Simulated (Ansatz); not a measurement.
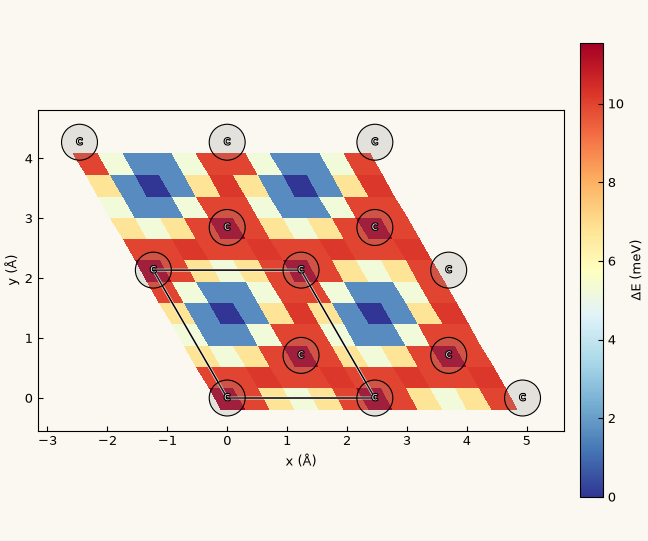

Energy landscape of Si on a two-dimensional sheet of C (8 atoms of substrate and one adsorbate in a 2 × 2 cell). Si is moved over the surface cell at a fixed height above a rigid substrate; the origin of the map has the adsorbate above C1; the height is held at 3.40 Å. Places are given modulo a cell vector. The map is drawn in real space over the plane of the surface. The grid has 6 × 6 points; 7 points were computed and 29 follow by symmetry. Places are given in fractions of the 1 × 1 surface cell. Energies: meV, counted from the lowest grid point. At a fixed height the lowest place need not be the adsorption site. All numbers below come from Ansatz, DFT PBE+D3(BJ), scalar-relativistic, plane waves, PAW. Settings: cutoff 420 eV, k-mesh 6×6×1, gaussian smearing 0.1 eV, spin-polarised.

Drawn: one coloured cell a grid point, labelled circles for the atoms of the top layer, the outline of one cell of the 2 × 2 shown. 

Question: Summarise what can be read from the map.

Answer: The lowest grid point is at a sixfold hollow, (2/6, 4/6) of the cell vectors. It is the only kind of minimum in the scanned range. The highest grid point, the top site over a surface C atom, (0/6, 0/6) of the cell vectors, lies 11.5 meV above the lowest. At the lowest point the adsorbate has 6 C at 3.69 Å as nearest neighbours, at the highest 1 C at 3.40 Å.

Grid values (meV):

| second ↓, first → | 0/6 | 1/6 | 2/6 | 3/6 | 4/6 | 5/6 |
| --- | --- | --- | --- | --- | --- | --- |
| 5/6 | 10.0 | 5.2 | 1.6 | 1.6 | 5.2 | 10.0 |
| 4/6 | 6.8 | 1.6 | 0.0 | 1.6 | 6.8 | 10.2 |
| 3/6 | 5.2 | 1.6 | 1.6 | 5.2 | 10.0 | 10.0 |
| 2/6 | 6.8 | 5.2 | 6.8 | 10.0 | 11.5 | 10.0 |
| 1/6 | 10.0 | 10.0 | 10.2 | 10.0 | 10.0 | 10.2 |
| 0/6 | 11.5 | 10.0 | 6.8 | 5.2 | 6.8 | 10.0 |

Each point was launched as `ansatz run input.yaml --threads 1 --pin off --max-ram 3072MiB --backend cpu --events-out ev --progress --plain --runs-dir out`. The whole map (7 points run) took 5.3 min on 1 thread of Arm Neoverse V1 (shared host).

PAW datasets: the set soft_1.
